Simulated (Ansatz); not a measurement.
**Single-point calculation, with input and output: Al**

System: Al (1 atom in the cell).
Method: DFT r2SCAN, scalar-relativistic, plane waves, PAW, no spin polarisation (Ansatz 0.2.0).

The structure derives from a Materials Project entry. Figures and captions count atoms from 1; the log counts them from 0 in places.

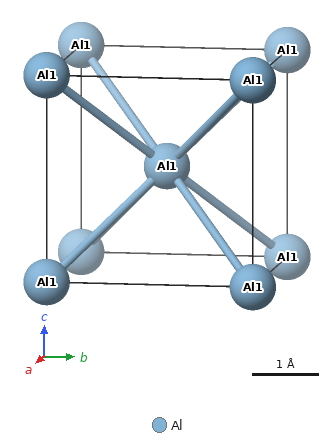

Fig. 1: The input geometry (ball-and-stick view of the cell 2 times as large as that of the calculation, set on its symmetry axes, seen at an oblique angle; atoms are numbered from 1 in the order of the input). Near neighbours in the crystal (not all of them lie inside the picture): Al has 8 Al at 2.76 Å.

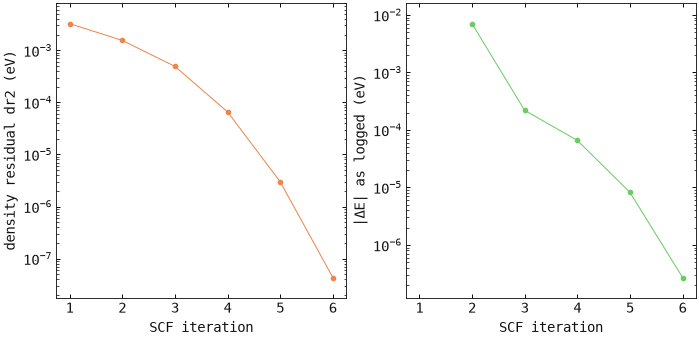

Fig. 2: Convergence of the self-consistent field: density residual dr2 and size of the energy change against the SCF iteration. The residual falls at every step.

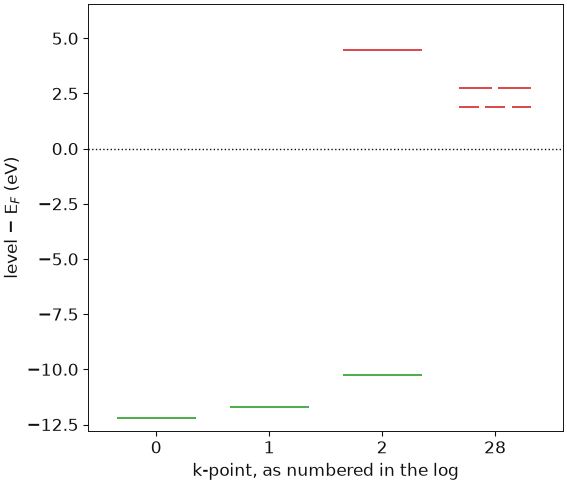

Fig. 3: Kohn–Sham levels near the Fermi level (dotted) at the few k-points that the log prints; levels within 0.02 eV of each other stand side by side. The system is metallic on the full mesh.

The input that produced these results follows, with the program's output.

## Input
```yaml
crystal:
  lattice:
    - [-1.59121869, 1.59121869, 1.59121869]
    - [1.59121869, -1.59121869, 1.59121869]
    - [1.59121869, 1.59121869, -1.59121869]
  atoms:
    - { symbol: Al, position: [0.0, 0.0, 0.0] }
basis:
  ecutwfc: 500
kpoints:
  mp_grid: { grid: [8, 8, 8] }
hamiltonian:
  xc: r2scan
scf:
  occupations: { method: gaussian, width: 0.1 }
output:
  forces: true
  stress: true
  eigenvalues: true
```

Command:
```bash
ansatz run input.yaml --threads 1 --pin off --max-ram 2560MiB --backend cpu --events-out ev --progress --plain --runs-dir out
```

## Log
```
Engine: ansatz 0.2.0, x86_64-unknown-linux-gnu
Pseudopotentials: kind: paw
Pseudopotential: Al, paw, valence charge 3, recommended cutoff 500 eV (meta_gga), Al.paw.azcp
Functional definition: r2SCAN
  parameter k0 = 0.174
  parameter k1 = 0.065
  parameter a1 = 4.9479
  exchange = r2scan_x(k0 = k0, k1 = k1, a1 = a1)
  correlation = r2scan_c
Crystal: 1 atoms, lattice volume = 16.116 Å³
Basis set: ecut = 500 eV, 381 PW (Γ), exchange–correlation on 96×96×96 points (64 copies of the dense FFT grid, shifted against one another)
Bands: 6, of which v1, the nominal top of the filled ones, is band 2 counted from 1 (1 counted from 0)
Symmetry: 48 space group operations
Space group: Im-3m (ITA 229), of the structure as read, at distance tolerance 2.5e-5 Å
k-points: 29 of 512
Non-local potential: Al, projectors of the file, l = 0: 2, l = 1: 2, l = 2: 1
PAW form: soft (Blöchl's): semilocal exchange-correlation on the pseudo side does not see the compensation charge
PAW frozen core: Al, regenerated for the run's functional (the file was generated under x = pbe(κ = 0.804, μ = 0.2195149727645171), c = pbe(β = 0.06672455060314922))
PAW one-centre angular grid: Al, 302 points (default); XC on 160 Gauss nodes
Initial density: superposition of atomic densities (neutral atoms: chi_scale 0, normalization atom), corrected by the library's trained network
Initial wavefunctions: pseudopotential atomic-orbital guess
Functional: x = r2scan, c = r2scan; τ floored in thin density (d = 2e-4 eV/Å³)
SCF iter   1: F=—  HF=-540.250313 eV  |F-HF|=—  |Δ(HF+E_count)|=         —  Δρ=4.26e-3  dr2=3.26e-3  dr2_τ=4.45e-3  ethr=1.77e-3  ⟨swp⟩=4.6  Hψ=1523  notcnv=0
preconditioner: auto → none  [insulator: Δε(μ)=0.234 eV  Ē_g=14.391 eV  σ=0.100 eV  W_gap=0.54  n_scr=0 (ndim 8)  ℏωp=16.0 eV  f_vac=0.000  D(μ)=1.48/eV (n_scr^D=18)  ε∞_Penn≈2.2]
SCF iter   2: F=—  HF=-540.257376 eV  |F-HF|=—  |Δ(HF+E_count)|=   7.06e-3  Δρ=2.96e-3  dr2=1.55e-3  dr2_τ=3.51e-6  ethr=1.09e-4  ⟨swp⟩=2.9  Hψ=531  notcnv=0  defer=9
SCF iter   3: F=—  HF=-540.257157 eV  |F-HF|=—  |Δ(HF+E_count)|=   2.19e-4  Δρ=1.70e-3  dr2=4.92e-4  dr2_τ=8.40e-7  ethr=5.16e-5  ⟨swp⟩=1.0  Hψ=170  notcnv=0  defer=9
SCF iter   4: F=—  HF=-540.257091 eV  |F-HF|=—  |Δ(HF+E_count)|=   6.58e-5  Δρ=6.27e-4  dr2=6.57e-5  dr2_τ=5.46e-8  ethr=1.64e-5  ⟨swp⟩=1.0  Hψ=170  notcnv=0  defer=9
SCF iter   5: F=—  HF=-540.257083 eV  |F-HF|=—  |Δ(HF+E_count)|=   8.19e-6  Δρ=1.35e-4  dr2=2.99e-6  dr2_τ=2.06e-9  ethr=2.19e-6  ⟨swp⟩=1.0  Hψ=170  notcnv=0  defer=9
SCF iter   6: F=-540.257082 eV  HF=-540.257082 eV  |F-HF|=4.33e-9  |Δ(HF+E_count)|=   2.71e-7  Δρ=1.64e-5  dr2=4.33e-8  dr2_τ=3.32e-11  ethr=3.33e-9  ⟨swp⟩=4.6  Hψ=746  notcnv=0
SCF 1 converged in 6 iterations: F = -540.257082 eV  dr2 = 4.33e-8
  greatest PAW one-centre occupation: 0.445 electrons in one spin orbital (limit 2), on the Al atom at site 0 (counted from 0), in its partial waves of l = 0
SCF converged after 6 iterations
Free energy (F): -540.257082 eV
Harris-Foulkes:  -540.257082 eV  (|F-HF|=4.33e-9)
Internal energy: -540.249881 eV  (E = F + TS)
E sigma→0 (E₀):  -540.253482 eV
Entropy (-TS):   -0.007202 eV (-7.202 meV/atom)
Fermi energy:    8.398116 eV
--- Per-component energies (eV) ---
  E_band       = 10.441887
  E_kinetic    = 23.321136
  E_local      = 10.718397  (includes V_loc(G=0)·N_el)
  E_nonlocal   = 9.684159
  E_hartree    = 0.085787
  E_xc         = -36.809538
  E_vxc        = -31.301694  (∫ρ·V_xc dr)
  E_paw        = -473.090369  (= ΣΔE_a)
  E_vpaw       = -3.394695  (= ΣTr[D̂ρ^β])
  E_aug_tail   = -0.000001  (compensation charges beyond the density's cutoff)
  E_vtau       = 1.242990  (kinetic-family band-sum trace: ∫τ·v_τ [+ j·A + Jᵃ·Aᵃ] dr)
  E_ewald      = -74.099344
  E_core_change = -0.060108  (= ΣΔE_core)
  E_smearing   = -0.007202  (= −TS)
  E_closure    = -0.000000  (closes the sum)
  Σ components = -540.257082   (vs F -540.257082, Δ=0.00e0)
--- Forces (eV/Å), atoms counted from 1 ---
  atom   1  Al     0.00000000     0.00000000    -0.00000000
  max |Σ_I F_I| component: 7.06e-34 eV/Å
--- Stress (GPa, compression-positive) ---
        0.308739      -0.000000      -0.000000
        0.000000       0.308739      -0.000000
        0.000000      -0.000000       0.308739
  P = ⅓ Tr σ = 0.3087 GPa (3.087 kbar)
--- Band table (eV; the first three rows and the last of 29) ---
  k-point 0: bands = ["-3.7909", "22.3649", "22.3649", "22.3649", "24.5412", "24.5412"]
  k-point 1: bands = ["-3.3063", "18.3691", "20.5689", "20.8278", "22.7178", "23.7423"]
  k-point 2: bands = ["-1.8622", "12.8724", "18.7444", "18.7653", "20.7171", "22.1920"]
  k-point 28: bands = ["10.2832", "10.2832", "10.2832", "11.1638", "11.1638", "15.0192"]
```

## Key numbers

| quantity | value |
| --- | --- |
| outcome | converged |
| space group (tolerance 0.01 Å) | Im-3m (229) |
| electrons treated | 3 |
| free energy | −540.2571 eV |
| Fermi energy | 8.398 eV |
| gap on the k-point mesh | none (metallic) |
| pressure | 0.31 GPa |
| largest force (length of the vector) | under 0.001 eV/Å |
| hardware | 1 thread of Oxide Virtual Turin-like (Zen 5), 32 GiB of memory available, shared host |
| wall time | 2.3 s |
| peak memory | 0.35 GiB |
